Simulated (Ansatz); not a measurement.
```
Al O
1.0
     2.86736    0.00000    0.00000
    -1.43368    2.48321    0.00000
     0.00000    0.00000    7.30109
Al O
2 3
Direct
  0.00000 0.00000 0.19064
  0.00000 0.00000 0.80936
  0.33333 0.66667 0.28393
  0.66667 0.33333 0.00000
  0.33333 0.66667 0.71607
```

Space group P-6m2; a structure from a database of computed crystals, not necessarily the ambient phase.

Computed with DFT PBE+D3(BJ), scalar-relativistic, plane waves, PAW (Ansatz).

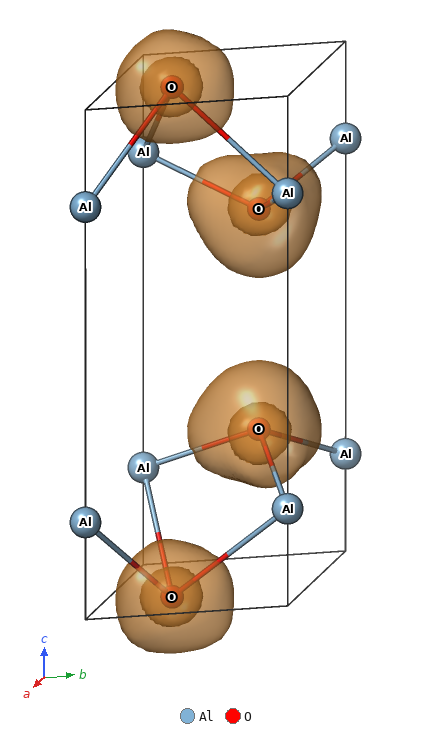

Al2O3. Isosurface of the ELF at 0.75 (orange), seen slightly off an axis. Core shells and regions of very low density are left out. Sticks mark near contacts.

Core electrons are frozen (PAW), and the valence fields are smoothed inside the atomic spheres.

> Where are the electrons localised?

The ELF exceeds this value in two regions on O in which the atom's valence shell and bonds are merged and one region wrapped around O (its valence shell), counted in one cell of 5 atoms. Regions shared between cells count once. Along the contacts the grid gives the following. Al–O (1.79 Å): the ELF peaks at about 0.85 in the valence shell of O, 0.7 Å from its nucleus, and is about 0.85 at the midpoint.

> Does the calculation make it a metal, or give it a gap?

It is gapped, with a Kohn–Sham gap of 4.6 eV on the k-point mesh (the band edges may lie off the mesh, which would make the gap smaller).
